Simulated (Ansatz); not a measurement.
System: Ti₃Al.

Input

```
crystal:
  lattice:
    - [2.8609400907, 0.0, 0.0]
    - [-1.4304700453, 2.4776467973, 0.0]
    - [0.0, 0.0, 9.0513401041]
  atoms:
    - { symbol: Ti, position: [0.4483360876, 0.1735042566, 0.0] }
    - { symbol: Ti, position: [0.4089718327, 0.7220378912, 0.751522362] }
    - { symbol: Ti, position: [0.4089718327, 0.7220378912, 0.248477638] }
    - { symbol: Al, position: [0.7856240692, 0.4204161959, 0.5] }
basis:
  ecutwfc: 520.0
kpoints:
  mp_grid: { grid: [15, 15, 6] }
hamiltonian:
  xc: lda
  pseudopotentials: { kind: paw, azcp: { folder: soft_1 } }
scf:
  occupations: { method: gaussian, width: 0.15 }
output:
  forces: true
  stress: true
  eigenvalues: true
  write_density: true
  write_potential: true
  elf: true
  volumetric_format: npy
```

Launched as:

```sh
ansatz run input.yaml --threads 2 --pin off --max-ram 4096MiB --backend cpu --events-out ev --progress --plain --runs-dir out
```

Below, planes, directions and counts refer to the conventional cell (a = 2.86 Å, b = 9.05 Å, c = 2.86 Å, α = 90.00°, β = 120.00°, γ = 90.00°).

Space group Pm; a point of a scan over the structure, not its minimum; a structure from a database of computed crystals, not necessarily the ambient phase; computed without spin polarisation; PAW files of the earlier set (soft_1).

The calculation used DFT LDA, scalar-relativistic, plane waves, PAW in Ansatz.

Predict the valence pseudo-density and electron localisation function between the atoms.

Answer. Ti–Al (2.75 Å): the density is about 0.23 e/Å³ at the midpoint; the ELF is about 0.40 at the midpoint.
Al–Al (2.86 Å): ρ at the midpoint is about 0.2 e/Å³; the ELF peaks at about 0.60 between the atoms.
Ti–Al (2.83 Å): ρ is about 0.21 e/Å³ halfway; the ELF is about 0.40 at the midpoint.
Ti–Ti (2.86 Å): ρ is about 0.2 e/Å³ halfway; the ELF is about 0.25 at the midpoint; no shared electron pair shows on this line.

Does the calculation make it a metal, or give it a gap?

Answer. It is metallic or semimetallic at this level of theory: no gap opens.

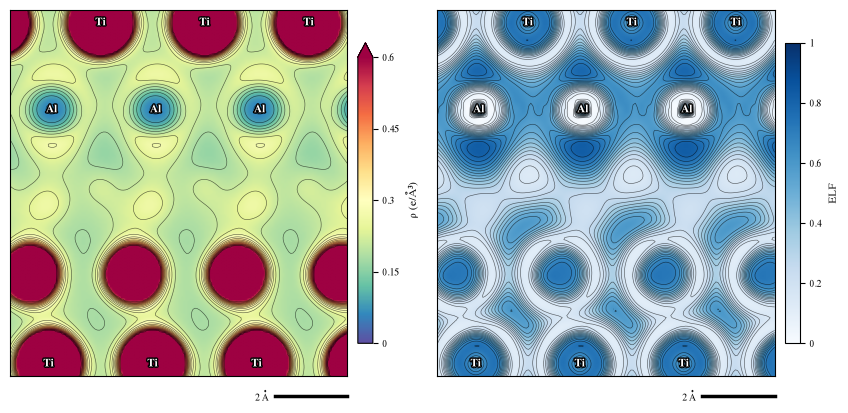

Computed valence pseudo-density and electron localisation function on the (011̄) plane of the conventional cell, in this order. Atoms just off the plane (Ti, 0.5 Å away) can leave unmarked features too.
